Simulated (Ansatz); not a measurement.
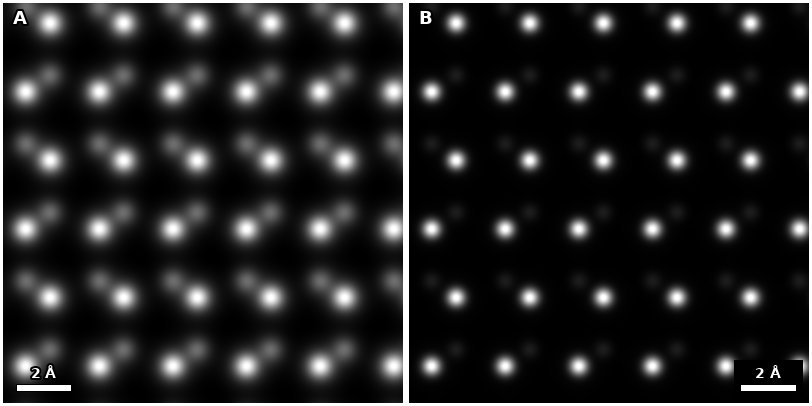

Two simulated images of the same area of ZnO (P6_3mc, No. 186) along [100], with a probe of 0.54 Å. One is incoherent Z contrast (Z^1.7 per atom), the other the projected potential of neutral atoms blurred by the probe (iDPC-like, thin sample). Brightness is counted from the darkest point of the image. Model: the end point of a relaxation at fixed volume with DFT PBEsol, scalar-relativistic, plane waves, PAW (Ansatz 0.2.0).

### Which panel is which, and how can one tell?

B is the Z-contrast image and A the potential image. The columns of 1 O per repeat reach about 11 % of the brightest peak (1 Zn) in B but about 42 % in A, mainly since the potential grows much more slowly with atomic number.
